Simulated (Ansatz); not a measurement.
N

The calculation's input:

```
crystal:
  lattice:
    - [-0.0073805909, 1.5941144053, 1.547500147]
    - [1.5464901714, -0.0063706153, 1.5464901714]
    - [1.547500147, 1.5941144053, -0.0073805909]
  atoms:
    - { symbol: "N", position: [0.0, 0.0, 0.0] }
basis:
  ecutwfc: 420
kpoints:
  mp_grid: { grid: [20, 20, 20] }
hamiltonian:
  xc: pbe
scf:
  occupations: { method: gaussian, width: 0.1 }
output:
  forces: true
  stress: true
  eigenvalues: true
  populations: true
  write_density: true
  write_potential: true
  elf: true
  volumetric_format: npy
```

Run with:

```sh
ansatz run input.yaml --threads 1 --pin off --max-ram 1331MiB --backend cpu --events-out ev --progress --plain --runs-dir out
```

Below, planes, directions and counts refer to the standardised cell (a = 2.19 Å, b = 2.20 Å, c = 3.19 Å, α = 90.00°, β = 90.33°, γ = 90.00°).

Space group C2/m; a structure from a database of computed crystals, not necessarily the ambient phase; changed on purpose from its base cell (strained and moved within a subgroup); computed pressure about −2 GPa in this cell; computed without spin polarisation.

Level of theory: DFT PBE, scalar-relativistic, plane waves, PAW (Ansatz 0.2.0).

Predict the valence pseudo-density and electron localisation function between the atoms.

Answer. N–N (2.20 Å): ρ at the midpoint is about 0.34 e/Å³; the ELF peaks at about 0.80 in the valence shell of N, 0.6 Å from its nucleus, and drops to about 0.20 between the two atoms.
N–N (2.22 Å): the density is about 0.32 e/Å³ at the midpoint; the ELF peaks at about 0.80 in the valence shell of N, 0.6 Å from its nucleus, and drops to about 0.15 between the two atoms.

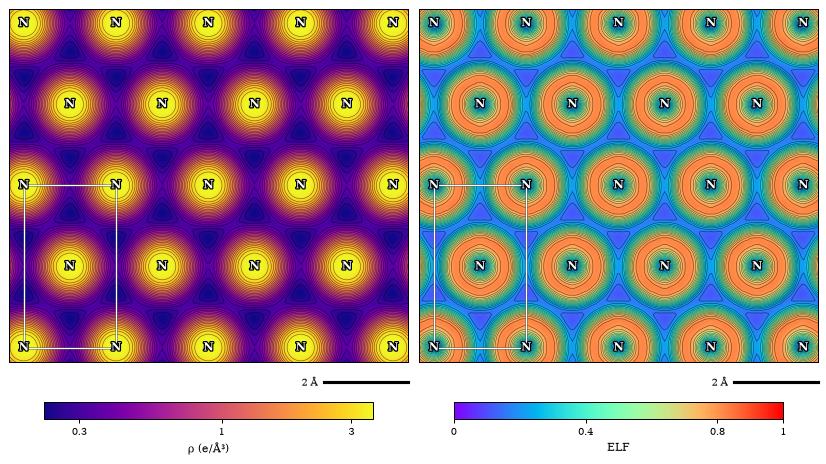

Computed valence pseudo-density and electron localisation function on the (101̄) plane of the standardised cell, in this order. 
